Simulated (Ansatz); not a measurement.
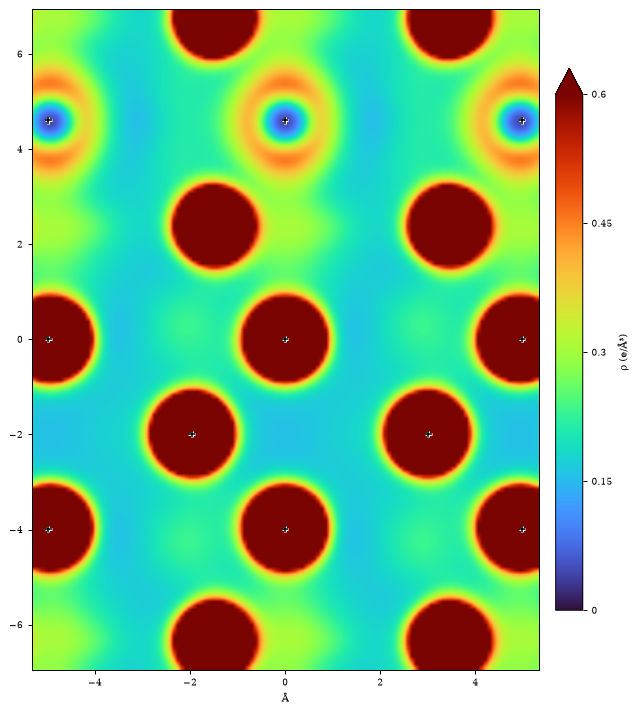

The valence pseudo-density on a plane through atoms (crosses mark nuclei in the plane).

These are results of DFT PBEsol, scalar-relativistic, plane waves, PAW in Ansatz, not measurements.

Candidates:
A. TiO, a = 2.82 Å, b = 2.82 Å, c = 5.46 Å, α = 90.00°, β = 90.00°, γ = 120.00°. Space group P6₃/mmc; a structure from a database of computed crystals, not necessarily the ambient phase; computed without spin polarisation.
B. Ti5Si, a = 4.98 Å, b = 4.98 Å, c = 13.20 Å, α = 90.00°, β = 90.00°, γ = 120.00°. Space group R32; a structure from a database of computed crystals, not necessarily the ambient phase; computed without spin polarisation.

**Which candidate gave the map?**

Candidate B: Ti5Si on the (100) plane of the conventional cell, which holds Ti and Si. Ti–Ti (2.80 Å): ρ is about 0.19 e/Å³ halfway.
